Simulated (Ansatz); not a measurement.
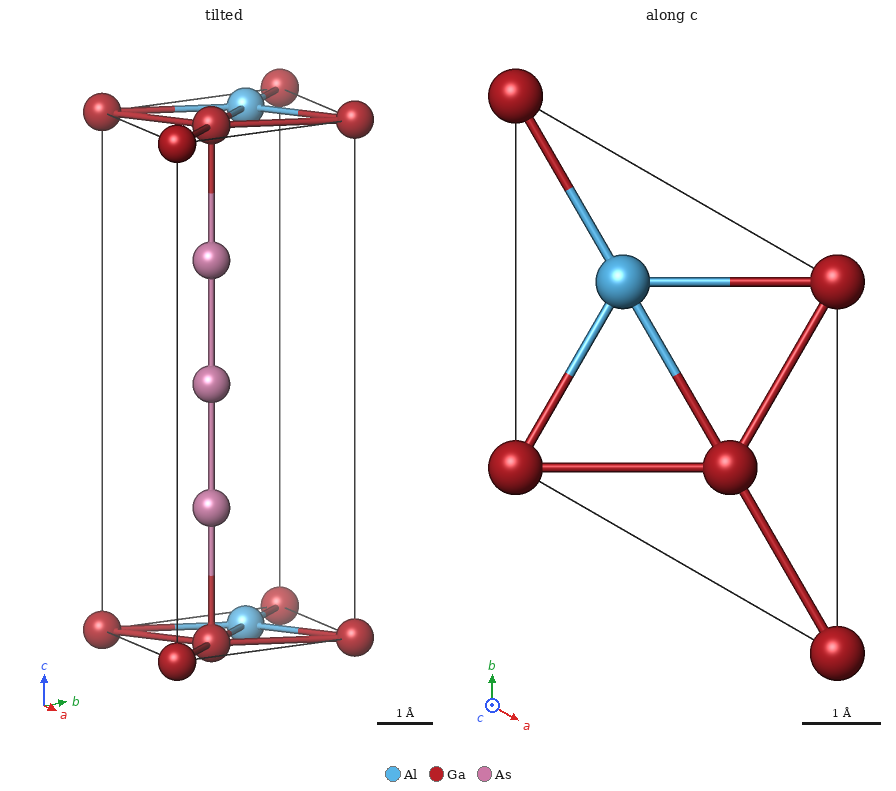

The figure gives a ball-and-stick picture of the atoms, viewed slightly off an axis and along the c axis. The frame is the conventional unit cell; atoms at its boundary are shown with their periodic copies. Cell: a = 4.79 Å, b = 4.79 Å, c = 9.63 Å, α = 90.00°, β = 90.00°, γ = 120.00°.

The cell started as a random cell made by a generator, so it need not be a real form of the compound. Earlier steps of the study may have refined or changed the cell and positions. It was the input of a calculation with Ansatz.

Give a description of the structure.

Answer. It has the composition AlGa2As3. The structure has P-6m2 (No. 187) symmetry and a primitive hexagonal lattice. One cell contains 1 Al, 2 Ga, 3 As, 6 atoms in all. Al bonds to six Ga at about 2.8 Å. Ga takes two kinds of site: 1e with three Al, three Ga and two As (about 2.8 Å to Al, 2.8 Å to Ga, 2.5 Å to As); 1a with three Al and three Ga (about 2.8 Å to Al, 2.8 Å to Ga). As takes two kinds of site: 2i with one Ga and one As in a nearly linear arrangement (about 2.5 Å to Ga, 2.3 Å to As); 1f with two As in a linear arrangement at about 2.3 Å. The bonds build a three-dimensional framework.

Calculation details: DFT PBE, scalar-relativistic, plane waves, PAW in Ansatz; a 420 eV plane-wave basis, Brillouin-zone sampling on a 12×12×4 mesh, Gaussian smearing of 0.1 eV, no spin polarisation.

Is the electronic structure metallic or gapped?

Answer. A metal: bands cross the Fermi level.

What net charge does each kind of atom have (Bader)?

Answer. Al +0.63 e; Ga -0.12 to -0.06 e; As -0.25 to +0.04 e.

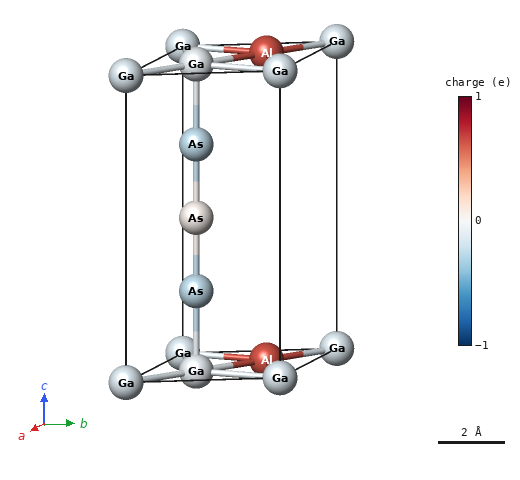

The atoms coloured by those charges. The run's cell of 6 atoms is drawn.

Does this geometry sit at a stationary point of the energy?

Answer. Yes. All forces vanish to within 0.01 eV/Å. The pressure is 0.0 GPa, close to zero.
